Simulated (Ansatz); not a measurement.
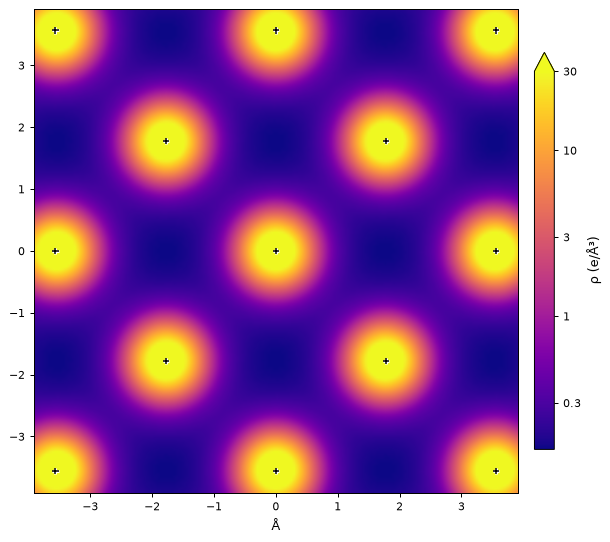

The valence electron density on a plane through atoms (crosses mark nuclei in the plane).

Computed with DFT PBEsol, scalar-relativistic, plane waves, PAW in Ansatz 0.2.0.

Candidates:
A. Cu, a = 3.56 Å, b = 3.56 Å, c = 3.56 Å, α = 90.00°, β = 90.00°, γ = 90.00°. Space group Fm-3m; a generated structure, not necessarily the stable one; computed without spin polarisation.
B. GdScO3, a = 5.70 Å, b = 7.86 Å, c = 5.42 Å, α = 90.00°, β = 90.00°, γ = 90.00°. Space group Pnma; a generated structure, not necessarily the stable one; computed without spin polarisation.

**Which system is this?**

Candidate A: Cu on the (001) plane of the conventional cell, which holds Cu. Cu–Cu (2.52 Å): ρ at the midpoint is about 0.29 e/Å³.
